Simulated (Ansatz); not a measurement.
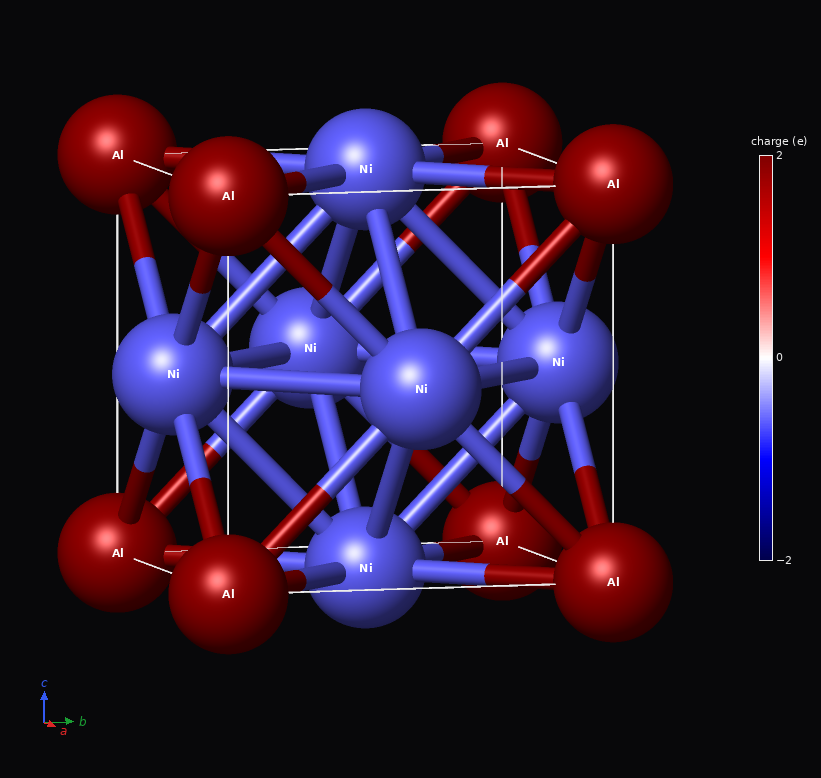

Ball-and-stick drawing of the structure, looking slightly off an axis. The parallelepiped is the simulation cell. The atoms of this AlNi₃ cell are coloured by their Bader charge.

Setup: DFT PBE, scalar-relativistic, plane waves, PAW (Ansatz); plane waves up to 420 eV, a 12×12×12 k-point grid, Gaussian smearing of 0.1 eV, collinear spins. The state is ferromagnetic.

**Which element is the most positive, and which the most negative?**

Most positive: Al; most negative: Ni. Charges: about Al +1.8 e; Ni -0.6 e.

The cell started as a structure listed in the Materials Project. Earlier steps of the study, as a rule a relaxation of our own, may have changed the cell and positions, so they can lie some per cent off the listed ones. It was run through Ansatz as a DFT input.
